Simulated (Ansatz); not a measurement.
**What a change does: single-point calculation on Ti**

System: Ti (2 atoms in the cell).
Method of the first run: DFT PBEsol, scalar-relativistic, plane waves, PAW, no spin polarisation (Ansatz 0.2.0).

The structure derives from an entry of the Crystallography Open Database. Text and figures count atoms from 1; the logs count them from 0 in places.

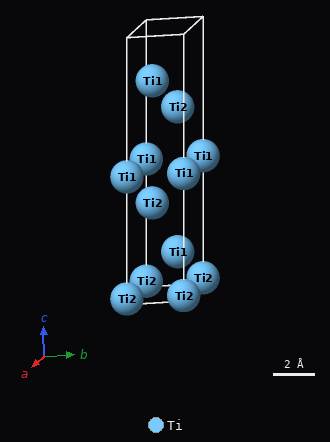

Fig. 1: The structure as given in the input (spheres-only view of the cell 3 times as large as that of the calculation, set on its symmetry axes, seen slightly off an axis; atoms are numbered from 1 in the order of the input). An atom can appear more than once, as a periodic image.

The input, the first run:
```yaml
crystal:
  lattice:
    - [0.0, -2.0279211515, -2.0279211515]
    - [-2.0279211515, 0.0, -2.0279211515]
    - [2.0279211515, 2.0279211515, -4.0558423031]
  atoms:
    - { symbol: Ti, position: [0.4786474587, 0.4786474587, 0.564057624] }
    - { symbol: Ti, position: [0.0213525413, 0.0213525413, -0.064057624] }
basis:
  ecutwfc: 420
kpoints:
  mp_grid: { grid: [24, 24, 24] }
hamiltonian:
  xc: pbesol
scf:
  occupations: { method: gaussian, width: 0.15 }
output:
  forces: true
  stress: true
  eigenvalues: true
```

Command:
```bash
ansatz run input.yaml --threads 2 --pin off --max-ram 5120MiB --backend cpu --events-out ev --progress --plain --runs-dir out
```

Hardware: 2 threads of AMD EPYC (Zen 5), 32 GiB of memory available, shared host.

Output, shortened to warnings, some set-up lines, iterations and results (the first run):
```
Basis set: ecut = 420 eV, 663 PW (Γ), exchange–correlation on 40×40×72 points (8 copies of the dense FFT grid, shifted against one another)
Symmetry: 12 space group operations
k-points: 1313 of 13824
Initial density: superposition of atomic densities (neutral atoms: chi_scale 0, normalization atom), corrected by the library's trained network
[...]
SCF iter   1: F=—  HF=-4946.590063 eV  |F-HF|=—  |Δ(HF+E_count)|=         —  Δρ=1.07e-2  dr2=3.14e-2  ethr=1.77e-3  ⟨swp⟩=3.5  Hψ=88423  notcnv=0
SCF iter   2: F=—  HF=-4946.582638 eV  |F-HF|=—  |Δ(HF+E_count)|=   7.42e-3  Δρ=5.27e-3  dr2=7.94e-3  ethr=1.31e-4  ⟨swp⟩=1.0  Hψ=31512  notcnv=0
SCF iter   3: F=—  HF=-4946.580532 eV  |F-HF|=—  |Δ(HF+E_count)|=   2.11e-3  Δρ=6.27e-4  dr2=3.61e-4  ethr=3.31e-5  ⟨swp⟩=2.3  Hψ=29648  notcnv=0
SCF iter   4: F=—  HF=-4946.580562 eV  |F-HF|=—  |Δ(HF+E_count)|=   2.91e-5  Δρ=5.16e-4  dr2=3.69e-4  ethr=1.50e-6  ⟨swp⟩=2.0  Hψ=31810  notcnv=0
SCF iter   5: F=—  HF=-4946.580476 eV  |F-HF|=—  |Δ(HF+E_count)|=   8.52e-5  Δρ=4.64e-5  dr2=5.08e-7  ethr=1.50e-6  ⟨swp⟩=2.0  Hψ=26527  notcnv=0
SCF iter   6: F=—  HF=-4946.580478 eV  |F-HF|=—  |Δ(HF+E_count)|=   1.67e-6  Δρ=1.15e-5  dr2=2.29e-8  ethr=4.17e-10  ⟨swp⟩=5.3  Hψ=92644  notcnv=0
SCF iter   7: F=-4946.580478 eV  HF=-4946.580478 eV  |F-HF|=1.76e-10  |Δ(HF+E_count)|=   1.76e-9  Δρ=9.95e-7  dr2=2.26e-10  ethr=9.54e-11  ⟨swp⟩=2.0  Hψ=64034  notcnv=0
SCF 1 converged in 7 iterations: F = -4946.580478 eV  dr2 = 2.26e-10
SCF converged after 7 iterations
Free energy (F): -4946.580478 eV
Harris-Foulkes:  -4946.580478 eV  (|F-HF|=1.76e-10)
Internal energy: -4946.541225 eV  (E = F + TS)
E sigma→0 (E₀):  -4946.560851 eV
Entropy (-TS):   -0.039253 eV (-19.627 meV/atom)
Fermi energy:    13.704861 eV
--- Per-component energies (eV) ---
  E_band       = -298.313210
  E_kinetic    = 554.023174
  E_local      = -1838.535389  (includes V_loc(G=0)·N_el)
  E_nonlocal   = 21.526934
  E_hartree    = 777.742366
  E_xc         = -195.392036
  E_vxc        = -245.682474  (∫ρ·V_xc dr)
  E_paw        = -2047.523807  (= ΣΔE_a)
  E_vpaw       = -345.130943  (= ΣTr[D̂ρ^β])
  E_aug_tail   = 0.000221  (compensation charges beyond the density's cutoff)
  E_ewald      = -2218.661455
  E_core_change = 0.278769  (= ΣΔE_core)
  E_smearing   = -0.039253  (= −TS)
  E_closure    = 0.000000  (closes the sum)
  Σ components = -4946.580478   (vs F -4946.580478, Δ=0.00e0)
--- Forces (eV/Å), atoms counted from 1 ---
  atom   1  Ti    -2.73769738    -2.73769738     2.73769738
  atom   2  Ti     2.73769738     2.73769738    -2.73769738
  max |Σ_I F_I| component: 4.44e-16 eV/Å
--- Stress (GPa, compression-positive) ---
       16.602633       4.135048      -4.135048
        4.135048      16.602633      -4.135048
       -4.135048      -4.135048      16.602633
  P = ⅓ Tr σ = 16.6026 GPa (166.026 kbar)
```

The input of the second run differs as follows (lines with − go, lines with + come):
```diff
-    - { symbol: Ti, position: [0.4786474587, 0.4786474587, 0.564057624] }
-    - { symbol: Ti, position: [0.0213525413, 0.0213525413, -0.064057624] }
+    - { symbol: Ti, position: [0.508007203, 0.508007203, 0.475978391] }
+    - { symbol: Ti, position: [-0.008007203, -0.008007203, 0.024021609] }
```

How does the second run compare with the first run?

With the same functional and potentials, the second run lies 509.6 meV per atom lower. The pressure goes from 16.60 to 2.50 GPa. The largest force goes from 4.742 to 1.038 eV/Å. The number of SCF iterations is the same.

Output, shortened to warnings, some set-up lines, iterations and results (the second run):
```
Basis set: ecut = 420 eV, 663 PW (Γ), exchange–correlation on 40×40×72 points (8 copies of the dense FFT grid, shifted against one another)
Symmetry: 12 space group operations
k-points: 1313 of 13824
Initial density: superposition of atomic densities (neutral atoms: chi_scale 0, normalization atom), corrected by the library's trained network
[...]
SCF iter   1: F=—  HF=-4947.605090 eV  |F-HF|=—  |Δ(HF+E_count)|=         —  Δρ=8.04e-3  dr2=1.86e-2  ethr=1.77e-3  ⟨swp⟩=3.4  Hψ=84516  notcnv=0
SCF iter   2: F=—  HF=-4947.600728 eV  |F-HF|=—  |Δ(HF+E_count)|=   4.36e-3  Δρ=3.93e-3  dr2=4.74e-3  ethr=7.75e-5  ⟨swp⟩=1.0  Hψ=31521  notcnv=0
SCF iter   3: F=—  HF=-4947.599713 eV  |F-HF|=—  |Δ(HF+E_count)|=   1.02e-3  Δρ=6.28e-4  dr2=4.24e-4  ethr=1.97e-5  ⟨swp⟩=2.2  Hψ=28543  notcnv=0
SCF iter   4: F=—  HF=-4947.599652 eV  |F-HF|=—  |Δ(HF+E_count)|=   6.08e-5  Δρ=3.57e-4  dr2=1.39e-4  ethr=1.76e-6  ⟨swp⟩=2.0  Hψ=30945  notcnv=0
SCF iter   5: F=—  HF=-4947.599628 eV  |F-HF|=—  |Δ(HF+E_count)|=   2.41e-5  Δρ=1.54e-4  dr2=2.49e-5  ethr=5.81e-7  ⟨swp⟩=1.7  Hψ=23480  notcnv=0
SCF iter   6: F=—  HF=-4947.599623 eV  |F-HF|=—  |Δ(HF+E_count)|=   5.05e-6  Δρ=3.57e-5  dr2=1.26e-6  ethr=1.04e-7  ⟨swp⟩=2.0  Hψ=26264  notcnv=0
SCF iter   7: F=-4947.599623 eV  HF=-4947.599623 eV  |F-HF|=1.21e-8  |Δ(HF+E_count)|=   2.60e-7  Δρ=4.26e-6  dr2=1.52e-8  ethr=4.17e-10  ⟨swp⟩=3.0  Hψ=72224  notcnv=0
SCF 1 converged in 7 iterations: F = -4947.599623 eV  dr2 = 1.52e-8
SCF converged after 7 iterations
Free energy (F): -4947.599623 eV
Harris-Foulkes:  -4947.599623 eV  (|F-HF|=1.21e-8)
Internal energy: -4947.562335 eV  (E = F + TS)
E sigma→0 (E₀):  -4947.580979 eV
Entropy (-TS):   -0.037288 eV (-18.644 meV/atom)
Fermi energy:    13.813291 eV
--- Per-component energies (eV) ---
  E_band       = -298.608655
  E_kinetic    = 547.491238
  E_local      = -1618.212179  (includes V_loc(G=0)·N_el)
  E_nonlocal   = 19.226900
  E_hartree    = 669.360167
  E_xc         = -194.109982
  E_vxc        = -243.959051  (∫ρ·V_xc dr)
  E_paw        = -2045.508484  (= ΣΔE_a)
  E_vpaw       = -341.877977  (= ΣTr[D̂ρ^β])
  E_aug_tail   = 0.000231  (compensation charges beyond the density's cutoff)
  E_ewald      = -2326.088993
  E_core_change = 0.278769  (= ΣΔE_core)
  E_smearing   = -0.037288  (= −TS)
  E_closure    = 0.000000  (closes the sum)
  Σ components = -4947.599623   (vs F -4947.599623, Δ=0.00e0)
--- Forces (eV/Å), atoms counted from 1 ---
  atom   1  Ti     0.59903880     0.59903880    -0.59903880
  atom   2  Ti    -0.59903880    -0.59903880     0.59903880
  max |Σ_I F_I| component: 1.11e-16 eV/Å
--- Stress (GPa, compression-positive) ---
        2.501842       0.557702      -0.557702
        0.557702       2.501842      -0.557702
       -0.557702      -0.557702       2.501842
  P = ⅓ Tr σ = 2.5018 GPa (25.018 kbar)
```

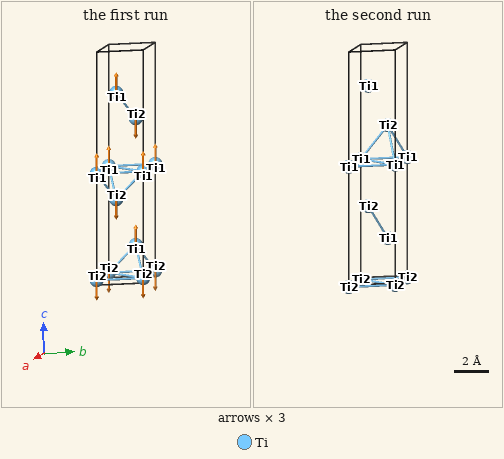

Fig. 2: The two input geometries at one scale (ball-and-stick view of the cell 3 times as large as that of the calculation, set on its symmetry axes, seen slightly off an axis). The orange arrows on the first give the shifts of the atoms relative to the cell, with their mean removed, magnified 3 times. The largest moves, 0.41 Å, are those of Ti1 and Ti2. (The mean shift of all atoms is removed.) The cell stays as it was. Among the contacts that change: Ti1–Ti2 3.376 → 2.687 Å.

The two runs side by side:

```csv
quantity,the first run,the second run
outcome,converged,converged
free energy per atom (eV),−2473.2902,−2473.7998
"energy per atom, smearing taken to zero (eV)",−2473.2804,−2473.7905
gap on the mesh (eV),0.00,0.00
pressure (GPa),16.60,2.50
largest force (eV/Å),4.742,1.038
SCF iterations,7,7
irreducible k-points,1313,1313
plane waves at Γ,663,663
wall time (shared host),6.7 s,6.1 s
```

For the first run: The cell is under a pressure of 16.6 GPa at this level, so it is not at its equilibrium volume.
